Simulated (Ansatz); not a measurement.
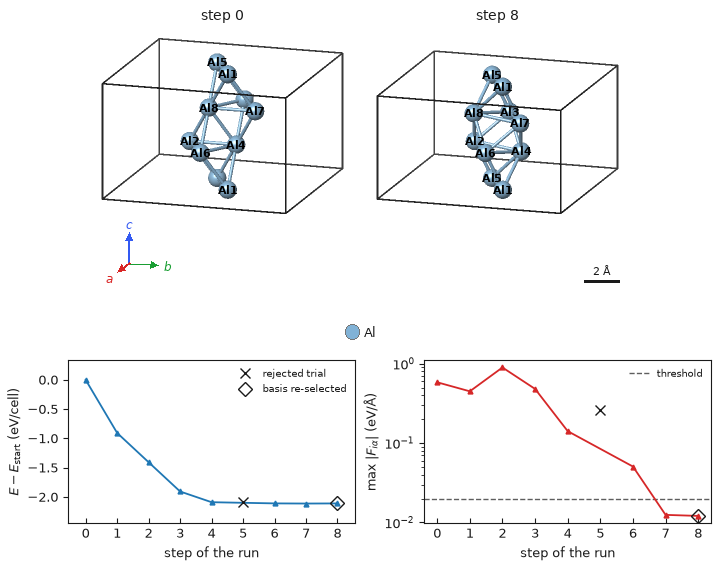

First and last geometry of a relaxation of a wire of composition Al, with the history of the run. A ball-and-stick model of the cell of the calculation, with the vacuum cut short, seen slightly off an axis.

Case: wire along [1 1 1], 8 atoms a period.

Level of theory: Ansatz 0.2.0, DFT PBE, scalar-relativistic, plane waves, PAW.

Input
```yaml
crystal:
  lattice:
    - [13.1, 0.0, 0.0]
    - [0.0, 13.6, 0.0]
    - [0.0, 0.0, 7.0000085784]
  atoms:
    - { symbol: Al, position: [0.5944609453, 0.5525320135, 0.0] }
    - { symbol: Al, position: [0.4685130182, 0.3424039594, 0.3333333333] }
    - { symbol: Al, position: [0.3425650912, 0.5525320135, 0.6666666667] }
    - { symbol: Al, position: [0.4685130182, 0.5525320135, 0.3333333333] }
    - { symbol: Al, position: [0.4055390547, 0.4474679865, 1.0] }
    - { symbol: Al, position: [0.6574349088, 0.4474679865, 0.3333333333] }
    - { symbol: Al, position: [0.5314869818, 0.6575960406, 0.6666666667] }
    - { symbol: Al, position: [0.5314869818, 0.4474679865, 0.6666666667] }
basis:
  ecutwfc: 420
kpoints:
  mp_grid: { grid: [1, 1, 8] }
hamiltonian:
  xc: pbe
scf:
  occupations: { method: gaussian, width: 0.05 }
output:
  forces: true
  stress: true
  eigenvalues: true
  populations: true
  write_density: true
  write_potential: true
  elf: true
  volumetric_format: npy
relax:
  adjacent_minimum: "off"
  f_tol: 0.02
  max_steps: 45
  cell: { fix: [a, b, alpha, beta, gamma], stress_tol: 0.03 }
```

Launched with:
```bash
ansatz run input.yaml --threads 4 --pin off --max-ram 11264MiB --backend cpu --events-out ev --progress --plain --runs-dir out
```

What do the curves and the structures tell?

It converged. The energy falls by 2.110 eV per cell of the calculation in 6 accepted moves (8 points after the start). Largest force component: 0.58 eV/Å at the start, 0.012 eV/Å at the end. The line search rejected the trial step at point 5 of the run. The SCF was repeated once at an unchanged geometry on a basis and grid sized afresh for the cell, which shifted the energy by 2.0 meV per cell of the calculation at most. The largest moves relative to the layer's centre, 0.64 Å, are those of Al2, Al3, Al4, Al6, Al7 and Al8. Along the periodic axis the drawn cell goes c 7.000 → 6.251 Å (−10.7 %). Some distances before and after: Al2–Al3 4.041 → 2.674 Å, Al4–Al8 2.858 → 3.783 Å, Al1–Al6 2.858 → 2.519 Å, Al2–Al8 2.858 → 2.551 Å. Among the angles between lasting bonds that change: Al1–Al4–Al3 180.0° → 140.2°, Al2–Al4–Al3 90.0° → 58.4°, Al4–Al2–Al8 60.0° → 87.8°.

Limits of the set-up: the k-point mesh is coarse for a cell with partly filled bands.
